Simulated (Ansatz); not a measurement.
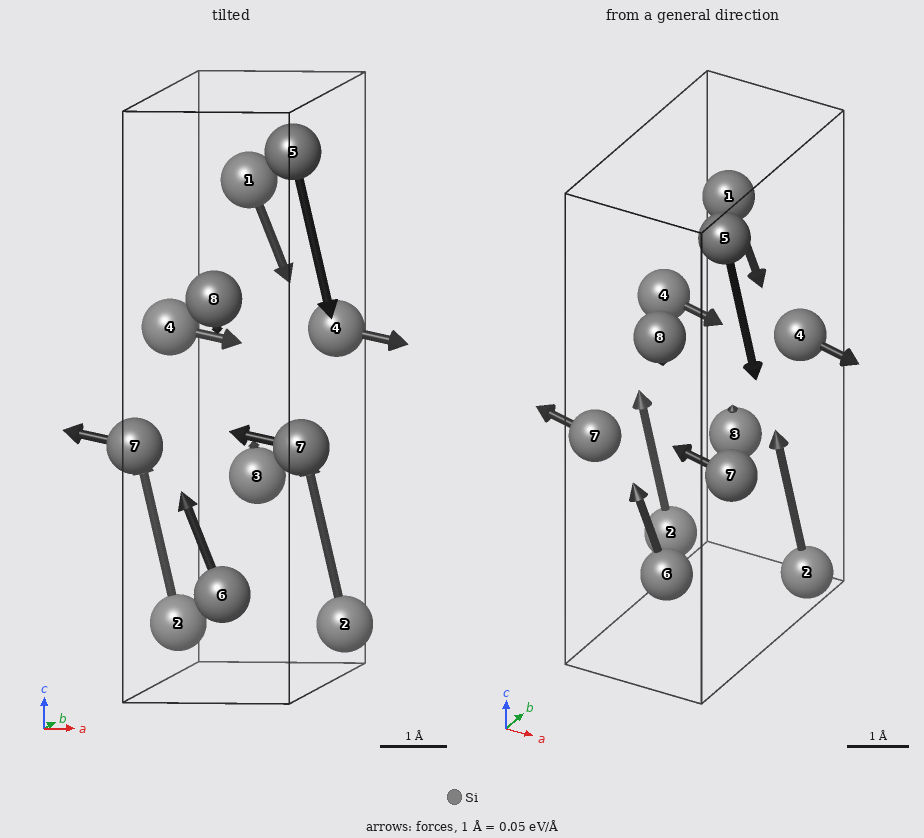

Shown here is a spheres-only view of the crystal, taken slightly off an axis and from a general direction. The parallelepiped is the simulation cell. The arrows are the computed forces on the atoms.

System: Si. Theory: DFT LDA, scalar-relativistic, plane waves, PAW (Ansatz 0.2.0). Numerical settings: a cutoff energy of 420 eV, a 22×13×7 grid in reciprocal space, Gaussian smearing of 0.15 eV, no spin polarisation.

**Could this be the end point of a relaxation?**

No. The atoms still feel forces of up to about 0.11 eV/Å, above a usual threshold of 0.01 to 0.03 eV/Å.

**Where is the maximum force, and how large is it?**

Si2 and Si5, about 0.11 eV/Å.

The structure comes from a structure listed in the Materials Project. The cell was then strained or its atoms displaced on purpose. It was run through Ansatz as a DFT input.
